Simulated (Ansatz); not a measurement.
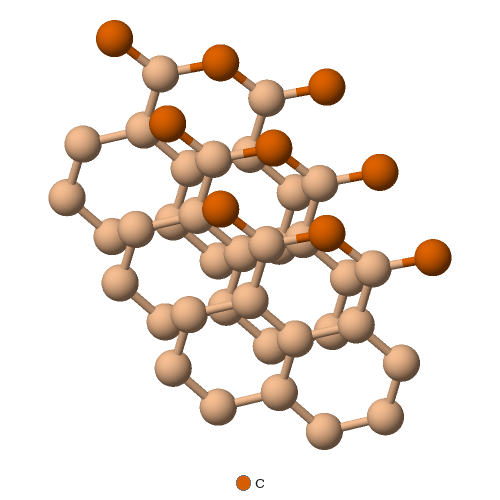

The system is N₂ on a C(010) slab cut from the Fmmm phase, its upper half relaxed before the scan (24 atoms of substrate and one adsorbate in a 2 × 2 cell); the picture shows it without the atoms that are moved over the map. 
- N2 is moved over the surface cell at a fixed height above a rigid substrate; the origin of the map has the adsorbate above C21; the height is held at 3.10 Å.
- Places are given modulo a cell vector. The map is drawn in real space over the plane of the surface.
- The grid has 4 × 4 points; 7 points were computed and 9 follow by symmetry.
- Places are given in fractions of the 1 × 1 surface cell.
- All energies are given in meV relative to the lowest grid point.
- At a fixed height the lowest place need not be the adsorption site.
- All numbers below come from DFT PBE+D3(BJ), scalar-relativistic, plane waves, PAW (Ansatz 0.2.0). Settings: cutoff 420 eV, k-mesh 6×4×1, gaussian smearing 0.05 eV, no spin polarisation.

Range: position of N25 along the first surface vector from 0.00 to 0.75; position of N25 along the second surface vector from 0.00 to 0.75.

Question: What will the energy surface look like?

Answer: The lowest grid point is at a bridge site between two C atoms, over a second-layer C atom, (2/4, 0/4) of the cell vectors. The highest grid point, the top site over a surface C atom, (0/4, 0/4) of the cell vectors, lies 25.2 meV above the lowest.

```csv
"second ↓, first →",0/4,1/4,2/4,3/4
3/4,12.1,1.8,1.8,12.1
2/4,1.5,1.6,1.5,1.6
1/4,12.1,12.1,1.8,1.8
0/4,25.2,12.5,0.0,12.5
```

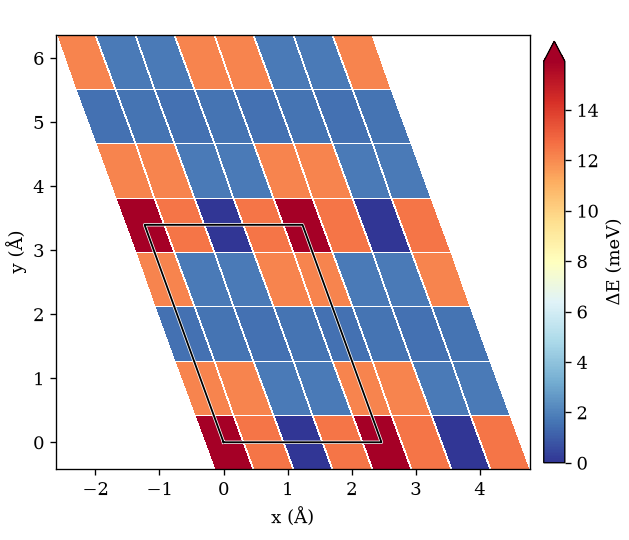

The picture shows one coloured cell a grid point, the outline of one cell of the 2 × 2 shown, one colour for all values above the top of the scale.

The whole map (7 points run) took 7.7 min on 2 threads of Arm Neoverse V1, with other jobs on the host.

PAW datasets: the set soft_1.
